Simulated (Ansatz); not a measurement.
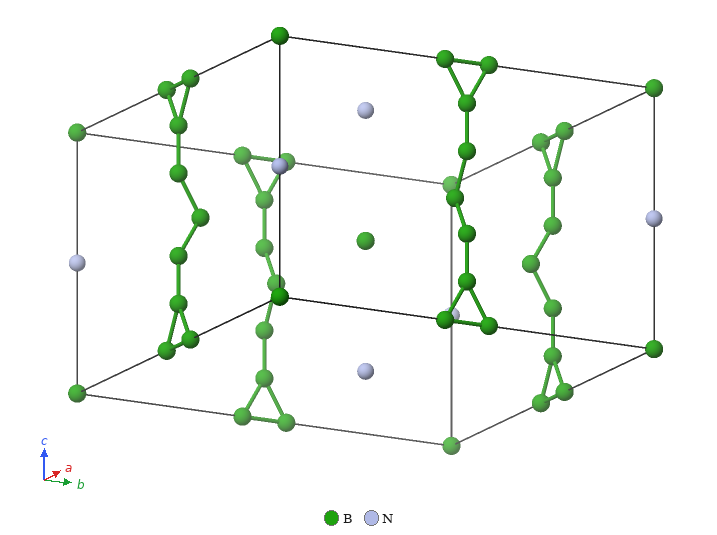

Crystal structure, ball-and-stick style, seen from a general direction. The wireframe shows the conventional unit cell.

Notes on the structure:

- The structure is one of B9N.
- It is body-centred tetragonal, space group I4/mmm (No. 139).
- One cell contains 18 B, 2 N, 20 atoms in all.
- B takes three kinds of site: 8i with three B in a trigonal pyramidal arrangement; 8g with three B; 2a with no bonds drawn.
- The bonds build B chains along [001]; some B and N atoms stand without bonds in the drawing.

The initial geometry was a structure listed in the Materials Project. Earlier steps of the study, as a rule a relaxation of our own, may have changed the cell and positions, so they can lie some per cent off the listed ones. It went into a calculation with Ansatz.
